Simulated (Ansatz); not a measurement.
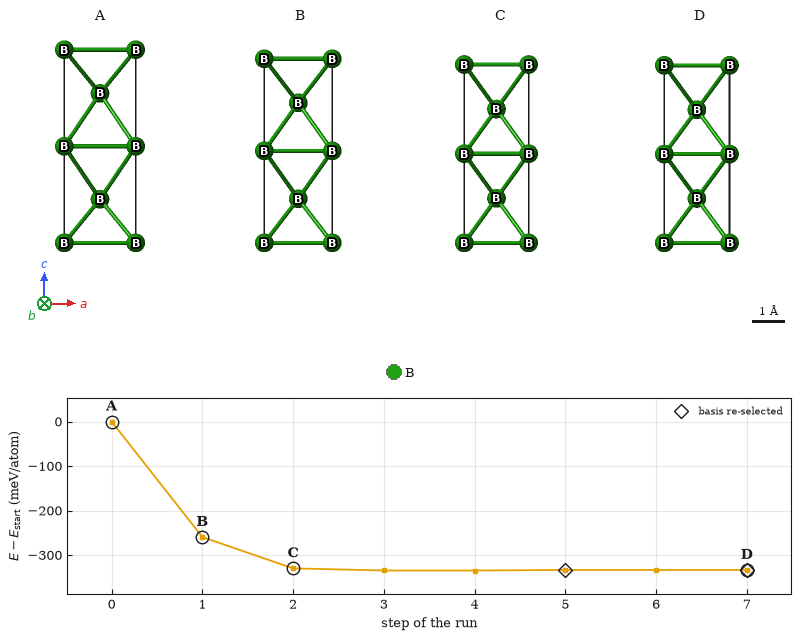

Frames of a relaxation of crystalline B (a generated structure, set up in P4/mmm) (coarse preliminary run), marked on the history of the run. The picture is a ball-and-stick view of the cell of the calculation, seen along the b axis.

Level of theory: DFT PBE, scalar-relativistic, plane waves, PAW in Ansatz 0.2.0.

Input
```yaml
crystal:
  lattice:
    - [2.24997475, 0.0, 0.0]
    - [0.0, 2.24997475, 0.0]
    - [0.0, 0.0, 6.08441366]
  atoms:
    - { symbol: B, position: [0.0, 0.0, 0.5] }
    - { symbol: B, position: [0.5, 0.5, 0.22611551] }
    - { symbol: B, position: [0.5, 0.5, 0.77388449] }
    - { symbol: B, position: [0.0, 0.0, 0.0] }
basis:
  ecutwfc: 420
kpoints:
  mp_grid: { grid: [8, 8, 4] }
hamiltonian:
  xc: pbe
scf:
  occupations: { method: gaussian, width: 0.1 }
  lower_state_search: "off"
output:
  forces: true
  stress: true
  eigenvalues: true
relax:
  adjacent_minimum: "off"
  f_tol: 0.04
  max_steps: 70
  cell: { stress_tol: 0.4 }
```

Command:
```bash
ansatz run input.yaml --threads 1 --pin off --max-ram 2560MiB --backend cpu --events-out ev --progress --plain --runs-dir out
```

> Describe the path.

The energy falls by 333 meV per atom in 5 accepted moves (7 points after the start). Largest force component: 0.85 eV/Å at the start, 0.00013 eV/Å at the end. The pressure goes from −39.42 to 0.00 GPa. At 2 points the geometry stayed and the basis and grid were re-selected for the new cell (energy shift of 1.2 meV per atom at most each time). The largest moves relative to the cell, 0.13 Å, are those of B2 and B3. B2 goes along +c. The drawn cell changes as follows: a = b 2.250 → 2.055 Å (−8.7 %), c 6.084 → 5.593 Å (−8.1 %); the volume changes by −23.3 %. Near-neighbour distances that change, for instance: B1–B2 2.304 → 2.016 Å, B1–B1 2.250 → 2.055 Å, B2–B4 2.103 → 2.016 Å. Among the angles between lasting bonds that change: B4–B2–B4 98.3° → 92.2°, B4–B2–B4 64.7° → 61.3°. The space group (tolerance 0.01 Å) goes from P4/mmm (No. 123) to I4/mmm (No. 139). From step 0 to 1: B atoms move most (0.08 Å), volume −13.8 %, energy −259 meV per atom. From step 1 to 2: B atoms move most (0.06 Å), volume −13.0 %, energy −70.4 meV per atom. From step 2 to 7: volume +2.2 %, energy −3.6 meV per atom.

```csv
step,"E − E(0), meV/atom","largest force component, eV/Å","pressure, GPa","volume, Å³/atom",note
0,0.00,0.8488,-39.42,7.700,
1,-259.43,0.7184,-24.45,6.640,
2,-329.84,0.0246,6.55,5.774,
3,-334.59,0.0006,0.00,5.912,
4,-334.61,0.0007,0.03,5.912,
5,-333.43,0.0007,-0.42,5.912,"same geometry, new basis"
6,-333.45,0.0001,0.00,5.902,
7,-333.44,0.0001,0.00,5.902,"same geometry, new basis"
```
